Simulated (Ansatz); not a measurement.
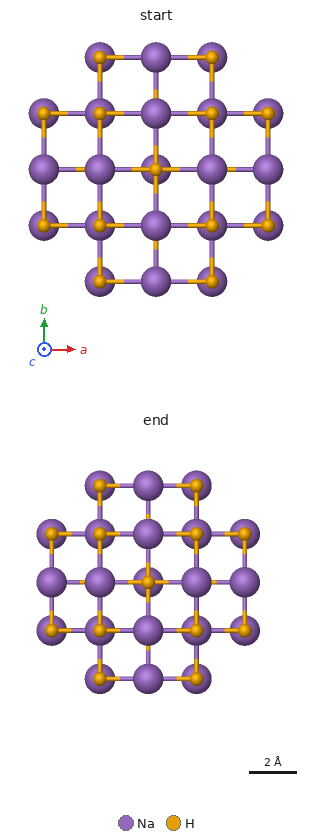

The structure of a crystal of NaH (set up in Fm-3m) before (top) and after (bottom) a relaxation, at one scale.

A ball-and-stick model of the conventional cell (4 times the calculation's cell), seen along the c axis. Lengths and directions refer to the drawn axes.

Case: relaxed at 25 GPa.

All numbers below come from DFT PBEsol, scalar-relativistic, plane waves, PAW (Ansatz 0.2.0). Settings: plane-wave cutoff 420 eV; k-point mesh 8 × 8 × 8; occupations fixed; target pressure 25 GPa; no spin polarisation; cell and atoms relaxed; force threshold 0.001 eV/Å; at most 60 steps.

Q: What changed between the two?

A: The energy rises by 270 meV per atom in 6 accepted moves (8 points after the start). With the target pressure of 25 GPa, the enthalpy E + pV changes by −505 meV per atom. All forces vanish by symmetry, so only the cell relaxes. Pressure: 0.01 GPa at the start and 25.00 GPa at the end. The SCF was repeated twice at an unchanged geometry on a basis and grid sized afresh for the cell, which shifted the energy by 0.9 meV per atom at most. The atoms keep their places relative to the cell (all moves are under 0.005 Å). Cell: a = b = c 4.791 → 4.127 Å (−13.9 %). Volume −36.1 %. Some distances before and after: Na–Na 3.388 → 2.918 Å, H–Na 2.396 → 2.063 Å. The space group stays Fm-3m (No. 225). The run took 9.1 s on 1 thread of Arm Neoverse N1, on a shared host, peak memory 0.32 GiB.
